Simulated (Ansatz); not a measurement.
## Single-point calculation of WSe$_{2}$

The run: single-point calculation of WSe$_{2}$ (P6₃/mmc, 6 atoms in the cell). Method and program: DFT PBE, scalar-relativistic, plane waves, PAW, no spin polarisation (Ansatz 0.2.0).

The structure derives from a Materials Project entry. It belongs to a series of runs on one base structure; here: band edges sought over the zone.

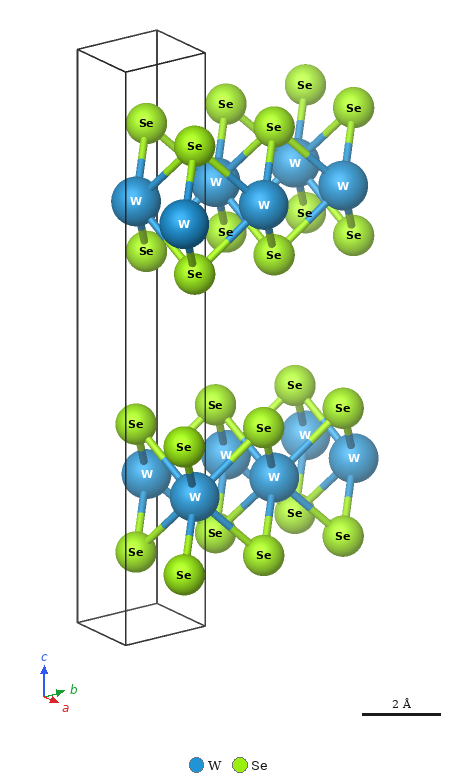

Fig. 1: The structure (ball-and-stick view of the cell of the calculation, repeated 2 × 3 × 1, seen slightly off an axis). Near neighbours in the crystal (not all of them lie inside the picture): W has 6 Se at 2.55 Å; Se has 3 W at 2.55 Å.

**The input**
```yaml
crystal:
  lattice:
    - [3.3209866793, 0.0, 0.0]
    - [-1.6604933396, 2.8760588299, 0.0]
    - [0.0, 0.0, 15.0438209013]
  atoms:
    - { symbol: W, position: [0.6666666667, 0.3333333333, 0.75] }
    - { symbol: W, position: [0.3333333333, 0.6666666667, 0.25] }
    - { symbol: Se, position: [0.3333333333, 0.6666666667, 0.861543119] }
    - { symbol: Se, position: [0.6666666667, 0.3333333333, 0.361543119] }
    - { symbol: Se, position: [0.3333333333, 0.6666666667, 0.638456881] }
    - { symbol: Se, position: [0.6666666667, 0.3333333333, 0.138456881] }
basis:
  ecutwfc: 420
kpoints:
  mp_grid: { grid: [12, 12, 2] }
  band_path: { path: [VBM, CBM], npoints: 2 }
hamiltonian:
  xc: pbe
scf:
  occupations: { method: gaussian, width: 0.02 }
output:
  forces: true
  stress: true
  eigenvalues: true
checkpoint:
  read: start.run
  write: ck
  compress: false
  write_wavefunctions: false
  write_every: 100000
```

Command:
```bash
ansatz run input.yaml --threads 1 --pin off --max-ram 2560MiB --backend cpu --events-out ev --progress --plain --runs-dir out
```

**Log**
```
Engine: ansatz 0.2.0, x86_64-unknown-linux-gnu
Pseudopotentials: kind: paw
Pseudopotential: W, paw, valence charge 14, recommended cutoff 420 eV (normal), W.paw.azcp
Pseudopotential: Se, paw, valence charge 16, recommended cutoff 420 eV (normal), Se.paw.azcp
Functional definition: PBE
  parameter kappa = 0.804
  parameter beta = 0.06672455060314922
  exchange = pbe_x(kappa = kappa, mu = beta*pi^2/3)
  correlation = pbe_c(beta = beta)
Crystal: 6 atoms, lattice volume = 143.689 Å³
Basis set: ecut = 420 eV, 2823 PW (Γ), exchange–correlation on 48×48×216 points (8 copies of the dense FFT grid, shifted against one another)
Bands: 56, of which v1, the nominal top of the filled ones, is band 46 counted from 1 (45 counted from 0)
Symmetry: 24 space group operations
Space group: P63/mmc (ITA 194), of the structure as read, at distance tolerance 5.2e-5 Å
k-points: 38 of 288
Non-local potential: W, projectors of the file, l = 0: 3, l = 1: 2, l = 2: 2, l = 3: 1
Non-local potential: Se, projectors of the file, l = 0: 2, l = 1: 2, l = 2: 3, l = 3: 1
PAW form: soft (Blöchl's): semilocal exchange-correlation on the pseudo side does not see the compensation charge
PAW one-centre angular grid: W, 590 points (default); XC on 64 Gauss nodes
PAW one-centre angular grid: Se, 590 points (default); XC on 64 Gauss nodes
Initial density: read from a saved state, or passed on in memory by an earlier SCF of this step, an earlier step, the calling program or the single point that the run made first
Initial wavefunctions: pseudopotential atomic-orbital guess
Functional: x = pbe(κ = 0.804, μ = 0.2195149727645171), c = pbe(β = 0.06672455060314922)
iter 1 solved again at ethr=5.62e-8 eV; its pass at ethr=3.10e-3 eV (dr2=5.17e-5 eV) is discarded
SCF iter   1: F=—  HF=-42649.329865 eV  |F-HF|=—  |Δ(HF+E_count)|=         —  Δρ=5.04e-7  dr2=4.89e-10  ethr=5.62e-8  ⟨swp⟩=4.0  Hψ=13981  notcnv=0
eigensolver tolerance schedule: the retry pair's looser diagonalisation over-reported the residual by 105826.82 of it (diagonalisation noise at an unbounded share of the residual, at the tolerance the schedule requests for it); recorded, not acted on — ethr = c·dr2/N_el stays at c = 1.0e-1
preconditioner: auto → Resta (q_TF=auto, 2.533 Å⁻¹)  ε∞=5.5  [insulator: Δε(μ)=1.456 eV  Ē_g=8.775 eV  σ=0.020 eV  W_gap=1.00  n_scr=54 (ndim 8)  ℏωp=18.6 eV  f_vac=0.200  D(μ)=0.00/eV (n_scr^D=0)  ε∞_Penn≈5.5]
SCF iter   2: F=-42649.329865 eV  HF=-42649.329865 eV  |F-HF|=1.31e-10  |Δ(HF+E_count)|=   8.54e-9  Δρ=1.82e-7  dr2=1.13e-10  ethr=1.00e-12  ⟨swp⟩=7.6  Hψ=9017  notcnv=0
SCF 1 converged in 2 iterations: F = -42649.329865 eV  dr2 = 1.13e-10
  greatest PAW one-centre occupation: 1.000 electrons in one spin orbital (limit 2), on the Se atom at site 4 (counted from 0), in its partial waves of l = 2
NSCF: frozen V_eff on 28 k-points
NSCF: frozen V_eff on 28 k-points
NSCF: frozen V_eff on 28 k-points
NSCF: frozen V_eff on 28 k-points
NSCF: frozen V_eff on 8 k-points
NSCF: frozen V_eff on 21 k-points
NSCF: frozen V_eff on 16 k-points
NSCF: frozen V_eff on 13 k-points
NSCF: frozen V_eff on 17 k-points
NSCF: frozen V_eff on 3 k-points
NSCF: frozen V_eff on 7 k-points
NSCF: frozen V_eff on 5 k-points
NSCF: frozen V_eff on 13 k-points
NSCF: frozen V_eff on 3 k-points
SCF converged after 2 iterations
Free energy (F): -42649.329865 eV
Harris-Foulkes:  -42649.329865 eV  (|F-HF|=1.31e-10)
Internal energy: -42649.329865 eV  (E = F + TS)
E sigma→0 (E₀):  -42649.329865 eV
Fermi energy:    10.678042 eV
--- Per-component energies (eV) ---
  E_band       = -1930.956752
  E_kinetic    = 1375.194663
  E_local      = -14852.073952  (includes V_loc(G=0)·N_el)
  E_nonlocal   = -2379.723349
  E_hartree    = 7086.470863
  E_xc         = -951.261913
  E_vxc        = -871.101855  (∫ρ·V_xc dr)
  E_paw        = -24771.203923  (= ΣΔE_a)
  E_vpaw       = 623.809600  (= ΣTr[D̂ρ^β])
  E_aug_tail   = -0.002488  (compensation charges beyond the density's cutoff)
  E_ewald      = -8156.729767
  E_smearing   = -0.000000  (= −TS)
  E_closure    = -0.000000  (closes the sum)
  Σ components = -42649.329865   (vs F -42649.329865, Δ=0.00e0)
--- Forces (eV/Å), atoms counted from 1 ---
  atom   1  W     -0.00000000     0.00000000     0.00000000
  atom   2  W      0.00000000     0.00000000     0.00000000
  atom   3  Se     0.00000000    -0.00000000     0.00122295
  atom   4  Se     0.00000000     0.00000000     0.00122295
  atom   5  Se    -0.00000000    -0.00000000    -0.00122295
  atom   6  Se    -0.00000000     0.00000000    -0.00122295
  max |Σ_I F_I| component: 2.31e-18 eV/Å
--- Stress (GPa, compression-positive) ---
        0.000323      -0.000000       0.000000
       -0.000000       0.000323       0.000000
        0.000000       0.000000       0.037594
  P = ⅓ Tr σ = 0.0127 GPa (0.127 kbar)
--- Band table (eV; the first three rows and the last of 38) ---
  k-point 0: bands = ["-64.0761", "-64.0761", "-37.5987", "-37.5987", "-37.5987", "-37.5987", "-37.5982", "-37.5982", "-37.5982", "-37.5982", "-37.5665", "-37.5665", "-37.5665", "-37.5665", "-37.5654", "-37.5654", "-37.5654", "-37.5654", "-37.5534", "-37.5534", "-37.5513", "-37.5513", "-28.3382", "-28.3382", "-28.2317", "-28.2317", "-28.2317", "-28.2317", "-4.7779", "-4.7473", "-3.5612", "-3.5060", "3.6712", "3.9326", "7.3624", "7.5872", "7.5872", "7.5888", "7.5888", "8.2418", "8.6890", "8.6890", "8.6941", "8.6941", "9.3746", "9.8687", "12.8184", "12.8184", "12.8247", "12.8247", "12.9730", "12.9730", "12.9976", "12.9976", "14.2476", "15.0284"]
  k-point 1: bands = ["-64.0761", "-64.0761", "-37.5987", "-37.5987", "-37.5987", "-37.5987", "-37.5982", "-37.5982", "-37.5982", "-37.5982", "-37.5665", "-37.5665", "-37.5665", "-37.5665", "-37.5654", "-37.5654", "-37.5654", "-37.5654", "-37.5534", "-37.5534", "-37.5513", "-37.5513", "-28.3382", "-28.3382", "-28.2317", "-28.2317", "-28.2317", "-28.2317", "-4.7629", "-4.7629", "-3.5334", "-3.5334", "3.7950", "3.7950", "7.5880", "7.5880", "7.5880", "7.5880", "7.7473", "7.7473", "8.6915", "8.6915", "8.6915", "8.6915", "9.6838", "9.6838", "12.8212", "12.8212", "12.8212", "12.8212", "12.9856", "12.9856", "12.9856", "12.9856", "14.6053", "14.6053"]
  k-point 2: bands = ["-64.0755", "-64.0755", "-37.5987", "-37.5987", "-37.5985", "-37.5985", "-37.5983", "-37.5983", "-37.5980", "-37.5980", "-37.5666", "-37.5666", "-37.5665", "-37.5665", "-37.5656", "-37.5656", "-37.5654", "-37.5654", "-37.5532", "-37.5532", "-37.5512", "-37.5512", "-28.3353", "-28.3353", "-28.2460", "-28.2460", "-28.2350", "-28.2350", "-4.6775", "-4.6470", "-3.5099", "-3.4563", "3.8016", "4.0630", "7.2105", "7.2772", "7.2801", "7.6843", "7.6868", "7.8412", "8.5167", "8.5227", "8.6672", "8.8723", "9.3734", "9.7881", "12.4851", "12.5740", "12.6250", "12.6809", "12.8402", "12.8698", "12.9917", "13.0056", "14.8189", "15.5632"]
  k-point 37: bands = ["-64.0661", "-64.0661", "-37.5971", "-37.5971", "-37.5961", "-37.5961", "-37.5960", "-37.5960", "-37.5958", "-37.5958", "-37.5682", "-37.5682", "-37.5674", "-37.5674", "-37.5665", "-37.5665", "-37.5664", "-37.5664", "-37.5514", "-37.5514", "-37.5491", "-37.5491", "-28.3892", "-28.3892", "-28.3653", "-28.3653", "-28.2894", "-28.2894", "-2.5779", "-2.5779", "-2.4497", "-2.4497", "4.6355", "4.6355", "4.7335", "4.7335", "5.6258", "5.6258", "6.1890", "6.1890", "6.6832", "6.6832", "7.5909", "7.5909", "9.9243", "9.9243", "11.4739", "11.4739", "12.7384", "12.7384", "13.3602", "13.3602", "14.6876", "14.6876", "15.7973", "15.7973"]
```

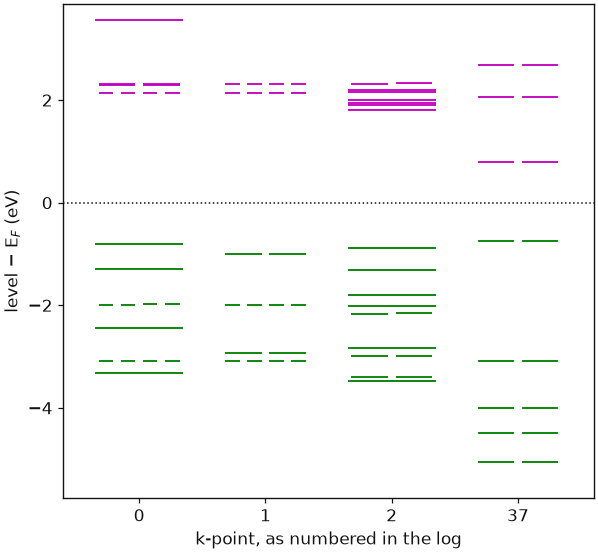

Fig. 2: Kohn–Sham levels near the Fermi level (dotted) at the few k-points that the log prints; levels within 0.02 eV of each other stand side by side. Among these points the highest filled and lowest empty levels are 1.55 eV apart; the gap on the full mesh, 1.46 eV, has an edge at a point that isn't printed.

**Summary**

```json
{"quantity": "outcome", "value": "converged"}
{"quantity": "space group (tolerance 0.01 Å)", "value": "P6₃/mmc (194)"}
{"quantity": "electrons treated", "value": "92"}
{"quantity": "free energy", "value": "−42649.3299 eV"}
{"quantity": "Fermi energy", "value": "10.678 eV"}
{"quantity": "gap on the k-point mesh", "value": "1.46 eV"}
{"quantity": "gap on the band path", "value": "1.45 eV"}
{"quantity": "pressure", "value": "0.01 GPa"}
{"quantity": "largest force (length of the vector)", "value": "0.001 eV/Å"}
{"quantity": "hardware", "value": "1 thread of Intel Xeon (Granite Rapids), 32 GiB of memory available, shared host"}
{"quantity": "wall time", "value": "21 s"}
{"quantity": "peak memory", "value": "0.56 GiB"}
```

Spin–orbit coupling is left out, which matters for W.
